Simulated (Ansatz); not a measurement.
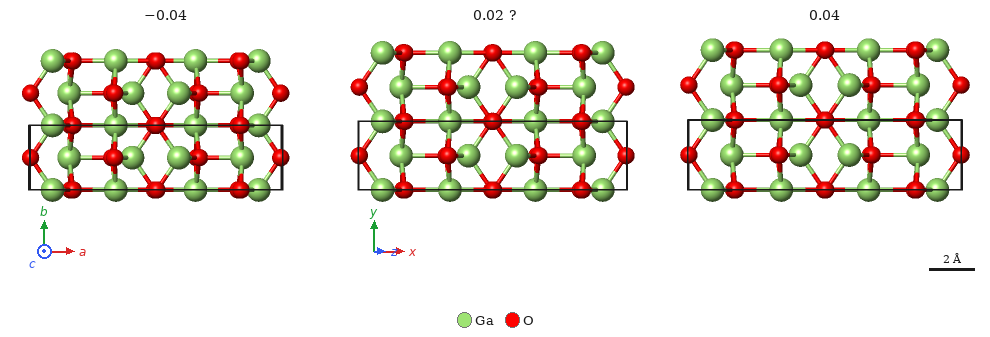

Energy scan for a crystal of Ga2O3 (C2/m), in which the cell is strained equally along x and y, with the atoms kept at their fractional coordinates. x, y and z are the Cartesian axes of the input. Style: ball-and-stick. Shown: the conventional cell (2 times the calculation's cell), repeated 1 × 2 × 1 with one cell outlined, along the c axis. Lengths and directions refer to the drawn axes.

All numbers below come from DFT r2SCAN, scalar-relativistic, plane waves, PAW (Ansatz 0.2.0). Set-up: plane-wave cutoff 500 eV; k-point mesh 8 × 8 × 4; occupations gaussian; smearing width 0.05 eV; no spin polarisation. Energies (free energies at the smearing named) are counted from the relaxed crystal.

```tsv
strain	E − E(ref) (meV/atom)
−0.040	63.8
−0.030	34.9
−0.020	15.1
−0.010	3.7
0.000	0.0
0.010	3.5
0.020	?
0.030	29.5
0.035	39.6
0.040	51.0
```

Q: Fill in the missing row.

A: A straight line between the two neighbours gives 16.5 meV/atom. A cubic through the four nearest rows (0.000, 0.010, 0.030, 0.035) gives, with Lagrange weights, (−0.1429)(0.0) + (0.6000)(3.5) + (1.0000)(29.5) + (−0.4571)(39.6) = 13.5 meV/atom. The calculation gives 13.5 meV/atom, so the cubic is right to the digits shown and the straight line 3.0 meV/atom too high, as the curve bends upwards here.

The whole profile:

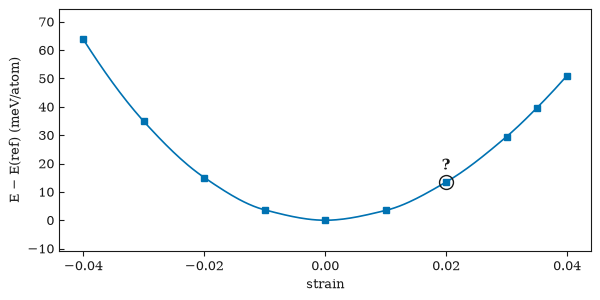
